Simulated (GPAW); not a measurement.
# Quasiparticle gap of CaO (honeycomb monolayer) in GPAW, part 2 of 2

Wanted: ground state, empty states, screening and self-energy for CaO (honeycomb monolayer).

GPAW 26.7.0; LDA and many-body steps on it, plane waves. Known limits of the many-body steps: not at the basis limit.

So far. Step 4 (Bands along the symmetry lines): The gap is 2.608 eV, −0.012 eV from the run before at this level. Step 5 (Empty states on the mesh, 9×9×1 mesh, 229 bands): On this mesh the gap is 2.620 eV.

## Step 6: Screening and self-energy, 9×9×1 mesh, 102 bands, screening to 48 eV

Now the one-shot GW correction: screening in the RPA, then the self-energy of the levels asked for.

This step: G0W0 on LDA, plane waves, PAW.

run.py

```python
import json
import numpy as np
from gpaw.mpi import world
from gpaw.response.g0w0 import G0W0

gw = G0W0('full.gpw',
    filename='gw',
    kpts=[0, 11],
    bands=(6, 10),
    ecut=48,
    nbands=102,
    truncation='2D',
    integrate_gamma='sphere',
    q0_correction=True,
    frequencies={'type': 'nonlinear', 'domega0': 0.15, 'omega2': 15.0},
    eta=0.1,
    nblocksmax=True)
gw.calculate()
res = {mode: {k: v for k, v in r.items() if k != 'sigma_eskwn'}
       for mode, r in gw.all_results.items()}

if world.rank == 0:
    with open('result.json', 'w') as f:
        json.dump(res, f, default=lambda x: x.tolist())
```

On the command line:

```console
$ mpirun -n 4 gpaw python run.py
```

Numbers of over 12 decimals in the logs are rounded to 6 here.

The program printed:

```text
Using integrator: PointIntegrator
NonLinearFrequencyDescriptor(from 0.000 to 86.196 eV, 171 points)
Nonperiodic BCs:  [False False  True]
Using integrator: PointIntegrator
NonLinearFrequencyDescriptor(from 0.000 to 86.196 eV, 171 points)
Nonperiodic BCs:  [False False  True]
Applying analytical 2D correction to W:
    Evaluating Gamma point contribution to W on a 13x13x1 grid
  ___  _ _ _
 |   || | | |
 | | || | | |
 |__ ||_____|
 |___|

BZ k-points: Symmetries present (total): 6

  [... matrices ...]
81 k-points: 9 x 9 x 1 Monkhorst-Pack grid
12 k-points in the irreducible part of the Brillouin zone
       k-points in crystal coordinates                weights
   0:     0.00000000    0.00000000    0.00000000          1/81
   1:     0.11111111    0.00000000    0.00000000          6/81
   2:     0.22222222   -0.11111111    0.00000000          6/81
   3:     0.22222222    0.00000000    0.00000000          6/81
   4:     0.33333333   -0.11111111    0.00000000         12/81
   5:     0.33333333    0.00000000    0.00000000          6/81
   6:     0.33333333    0.33333333    0.00000000          2/81
   7:     0.44444444   -0.22222222    0.00000000          6/81
   8:     0.44444444   -0.11111111    0.00000000         12/81
   9:     0.44444444    0.00000000    0.00000000          6/81
          ...
  11:     0.44444444    0.44444444    0.00000000          6/81

Distributing spins, k-points and bands (1 x 2 x 4) over 1 process
Number of blocks: 4

Quasi particle states:
k-points (IBZ indices): [0, 11]
Band range: (6, 10)
  [... matrices ...]
Computational parameters:
Plane wave cut-off: 48 eV
Number of bands: 102
Coulomb cutoff: 2D
Broadening: 0.1 eV

fxc modes: GW
Kernel: RPA
Using full-frequency real axis integration
Summing all q:

Calculating screened Coulomb potential
2D Coulomb truncation
NonLinearFrequencyDescriptor(from 0.000 to 86.196 eV, 171 points)
Removing empty qpoint cache files...

Calculating chi0 body with:
    Ground state adapter containing:
    Number of spins: 1
    Number of kpoints: 81
    Number of irreducible kpoints: 12
    Number of completely occupied states: 8
    Number of partially occupied states: 8
    Occupied states memory: 3.768310546875 M / cpu

    Linear response parametrization:
    q_c: [0.0, 0.0, 0.0]
    Number of frequency points: 171
    Planewave cutoff: 48.0
    Number of bands: 102
    Number of planewaves: 97
    Broadening (eta): 0.1
    comm.size: 4
    kncomm.size: 1
    blockcomm.size: 4

    Memory estimate of potentially large arrays:
        chi0_wGG: 6.137615 M / cpu
Integrating chi0 body.

Symmetries of q_c:
    Direct symmetries (Uq -> q): 6
    Indirect symmetries (TUq -> q): 6
In total 12 allowed symmetries.

  [... matrices ...]
12 groups of equivalent kpoints. 85.185185% reduction.

Integral kind: spectral function
Integrating chi0 head and wings.

Symmetries of q_c:
    Direct symmetries (Uq -> q): 6
    Indirect symmetries (TUq -> q): 6
In total 12 allowed symmetries.

  [... matrices ...]
12 groups of equivalent kpoints. 85.185185% reduction.

Integral kind: spectral function wings

Calculating chi0 body with:
    Ground state adapter containing:
    Number of spins: 1
    Number of kpoints: 81
    Number of irreducible kpoints: 12
    Number of completely occupied states: 8
    Number of partially occupied states: 8
    Occupied states memory: 3.768310546875 M / cpu

[... the further q-points ...]

Results:
f:      Occupation numbers
eps:     KS-eigenvalues [eV]
vxc:     KS vxc [eV]
exx:     Exact exchange [eV]
sigma:   Self-energies [eV]
dsigma:  Self-energy derivatives
Z:       Renormalization factors
qp:      QP-energies [eV]

k-point 0 (0): (0.000, 0.000, 0.000)                GW
band       f     eps     vxc     exx   sigma  dsigma       Z      qp
                                                                   GW
   6   1.000  -3.723 -19.135 -24.330   3.735  -0.349   0.742  -4.805
   7   1.000  -3.294 -16.759 -21.672   3.048  -0.296   0.772  -4.732
   8   0.000  -0.164  -5.153  -2.071  -1.652  -0.126   0.888   1.107
   9   0.000   1.520  -4.940  -2.738  -1.009  -0.131   0.884   2.575

k-point 1 (11): (0.444, 0.444, 0.000)                GW
band       f     eps     vxc     exx   sigma  dsigma       Z      qp
                                                                   GW
   6   1.000  -3.377 -17.434 -22.313   3.157  -0.326   0.754  -4.676
   7   1.000  -2.784 -20.307 -25.520   3.715  -0.318   0.759  -3.920
   8   0.000   2.543 -10.233  -5.090  -2.309  -0.196   0.836   4.913
   9   0.000   2.957  -9.864  -4.729  -2.315  -0.195   0.837   5.316
```

Wall time 2.1 min (4 MPI ranks of Arm Neoverse V1, shared host); peak memory 2 GiB; 8.3 min of CPU time.

This step gave:

| Property | Result |
| --- | --- |
| G0W0 gap on the points computed | 5.027 eV |
| least direct G0W0 gap on the computed points | 5.839 eV |
| Z at the valence top | 0.7587 |
| Z at the conduction bottom | 0.8883 |
| starting gap on the mesh | 2.620 eV |
| k of the valence top | 0.4444, 0.4444, 0 |
| k of the conduction bottom | 0, 0, 0 |

The gap on the mesh goes from 2.62 eV to 5.03 eV, a correction of +2.41 eV.

Limits: finite bands, cutoff and mesh. v1 is the top filled band, c1 the lowest empty one. The levels before and after the correction (eV, zero at the valence-band top of each column):

```csv
,conduction bottom,valence top
Kohn-Sham,2.62,0.00
G0W0,5.03,0.00
```

```csv
,level,energy (eV)
Kohn-Sham,Γ v2,-0.939
Kohn-Sham,Γ v1,-0.510
Kohn-Sham,Γ c1,2.620
Kohn-Sham,Γ c2,4.304
Kohn-Sham,(0.444 0.444 0) v2,-0.593
Kohn-Sham,(0.444 0.444 0) v1,0.000
Kohn-Sham,(0.444 0.444 0) c1,5.327
Kohn-Sham,(0.444 0.444 0) c2,5.741
G0W0,Γ v2,-0.886
G0W0,Γ v1,-0.812
G0W0,Γ c1,5.027
G0W0,Γ c2,6.494
G0W0,(0.444 0.444 0) v2,-0.756
G0W0,(0.444 0.444 0) v1,0.000
G0W0,(0.444 0.444 0) c1,8.833
G0W0,(0.444 0.444 0) c2,9.236
```

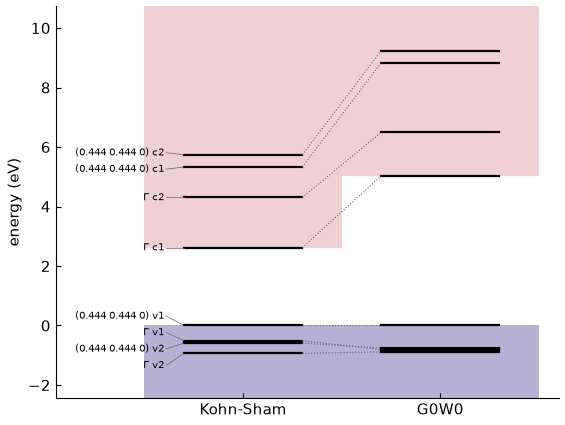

Levels before and after the correction. Shaded: valence and conduction bands.

## Step 7: Where the time went

Times are wall times on 4 MPI ranks of Arm Neoverse V1, shared host, good to a factor of about two.

```csv
step,time,share,memory (GiB)
relaxation,34 s,10 %,0.94
ground state,11 s,3 %,0.73
bands along the symmetry lines,12 s,4 %,0.8
empty states on the mesh,2.5 min,45 %,1.2
screening and self-energy,2.1 min,38 %,2.0
```

## Step 8: Summary of results

```json
{
  "LDA gap": "2.61 eV, indirect",
  "G0W0 gap on the mesh": "5.03 eV",
  "GW settings": "9×9×1 mesh, 102 bands, screening to 48 eV, full frequency, Hilbert transform",
  "known limits": "not at the basis limit"
}
```

**Reading.** G0W0 moves the gap on the mesh from 2.62 eV to 5.03 eV (+2.41 eV), with Z of 0.76 and 0.89 at the edges. Only 2 of the mesh's irreducible points were corrected, so a valley elsewhere could overtake. Bands and cutoff are finite, so the gap is not at the basis limit. The miss can reach some tenths of an eV and take either sign; the mesh is an error of its own. These stock PAW sets were not made for GW. In the G0W0 run levels were corrected at 2 k points alone, so a gap called «on the mesh» is the least over those, and an edge elsewhere would be missed.

[Paths, hosts, dates, memory and timing lines, banners, echoed tables and standing remarks are left out of the program output.]

[Logs are printed without paths, hosts, clocks, repeated set-up lines and the standing remarks that a program may print on its own settings, such as how far it seeks lower states.]

[Runs of the session that timed out or met a known fault of the program may be left out.]

[Hosts, paths, dates, database ids (printed as entryN), source tags and the programs' standing remarks are cut or masked in the printed files.]
